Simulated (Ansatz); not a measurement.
Li2S (space group Fm-3m, No. 225): a calculation's input that goes back to an entry of the Crystallography Open Database (an earlier step may have relaxed or displaced it).

Space group Fm-3m (No. 225). a = 5.691 Å, b = 5.691 Å, c = 5.691 Å, α = 90.00°, β = 90.00°, γ = 90.00°
```csv
atom,site,symmetry,x,y,z
Li,8c,-43m,0.2500,0.7500,0.7500
S,4a,m-3m,0.0000,0.0000,0.0000
```

Bonds are taken as Li–S below 2.8 Å; no other contact counts. The graph is simplified in the usual way: terminal and isolated atoms are pruned, two-connected atoms become edges.

Derive the underlying net.

The result is a binodal (4,8)-connected, three-periodic net: Li is a 4-connected node; S is an 8-connected node, in the ratio 2:1. It is the flu net, known from fluorite. It is a single net, without interpenetration.

```json
{"node": "Li", "links": "4", "point symbol": "4⁶", "coordination sequence": "4 22 24 82 64 182"}
{"node": "S", "links": "8", "point symbol": "4¹²·6¹²·8⁴", "coordination sequence": "8 12 48 42 128 92"}
```

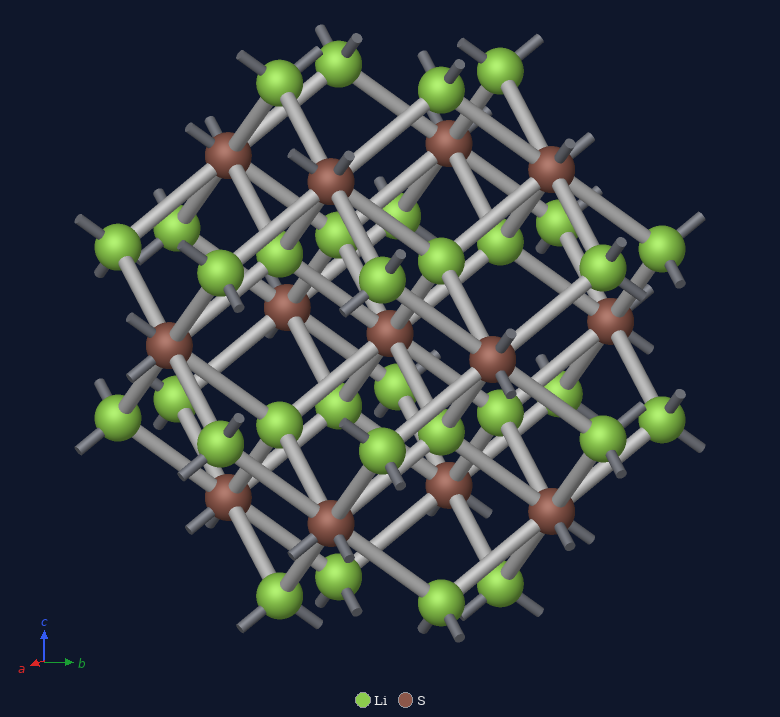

Nodes are coloured by element. Edges to nodes outside the piece are drawn as stubs.
